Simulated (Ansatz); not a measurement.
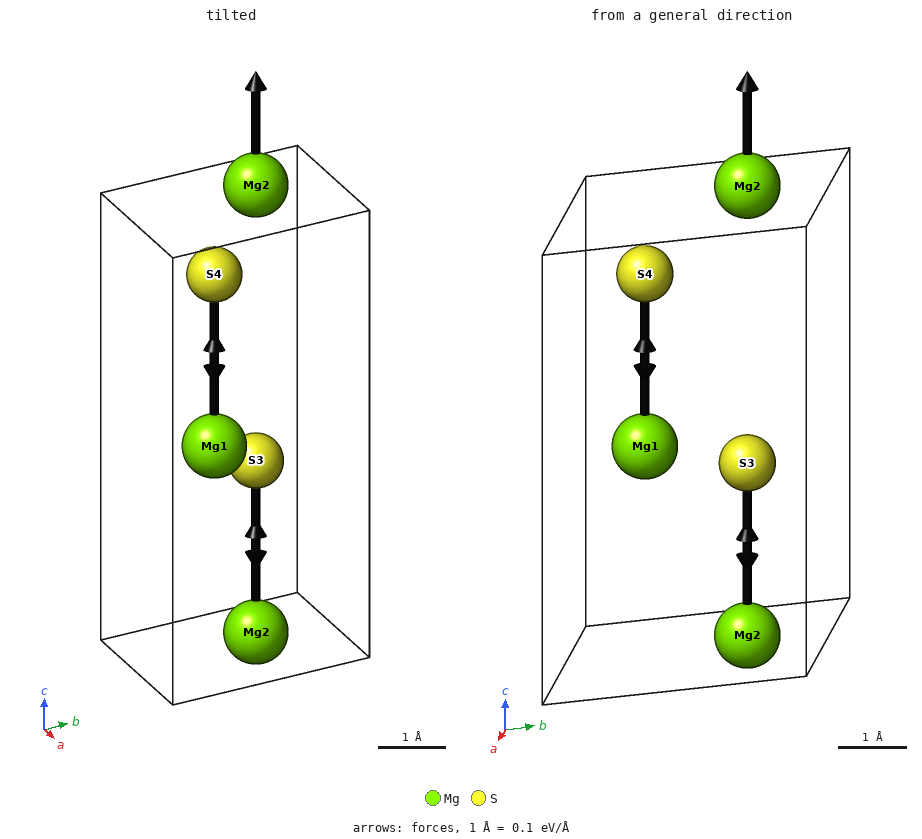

Structure drawing (spheres-only), viewed slightly off an axis and from a general direction. Thin lines show the simulation cell, with boundary atoms drawn in all their periodic places. The arrows are the computed forces on the atoms.

System: MgS. Level of theory and settings: DFT PBEsol, scalar-relativistic, plane waves, PAW in Ansatz 0.2.0, plane-wave cutoff 420 eV, a 6×6×4 k-point grid, Gaussian smearing of 0.05 eV, no spin polarisation.

Is this an equilibrium geometry?

No. The atoms still feel forces of up to about 0.13 eV/Å, above a usual threshold of 0.01 to 0.03 eV/Å.

On which atom is the force largest?

Mg1, Mg2, S3 and S4, about 0.13 eV/Å.

How big are the forces on each element on average?

Mean magnitudes: about Mg 0.13 eV/Å, S 0.13 eV/Å.

The structure was taken from a structure listed in the Materials Project. The cell was then strained or its atoms displaced on purpose. It was the input of a calculation with Ansatz.
